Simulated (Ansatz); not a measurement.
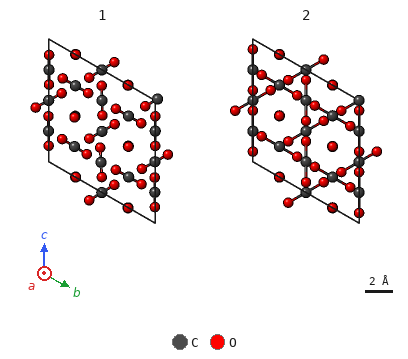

Two geometries of a defect cell of composition C16O31 (cell charge +2), drawn at one scale. One is the start of a relaxation, the other its converged end. A ball-and-stick model of the cell of the calculation, seen along the a axis.

The calculation used Ansatz, DFT, PBE, plane-wave PAW, default files, scalar-relativistic. Settings: plane-wave cutoff 420 eV; k-point mesh 3 × 3 × 3; occupations fermi dirac; smearing width 0.01 eV; no spin polarisation; atoms relaxed in a fixed cell; force threshold 0.03 eV/Å; at most 40 steps.

Which of the two is the end point?

Structure 1 is the relaxed one. An O atom moves most: 0.72 Å along [1 1 1]. By element the largest moves are O 0.72 Å, C 0.23 Å. The lattice vectors keep their values. Near-neighbour distances that change, for instance: C–O 1.626 → 1.133 Å, C–O 1.626 → 1.170 Å. The energy falls by 126.964 eV per cell of the calculation in 8 geometry steps. The largest force component goes from 5.9 to 0.0052 eV/Å.

Limits of the set-up: the cell is charged, on a uniform background, and energies carry no finite-size correction.
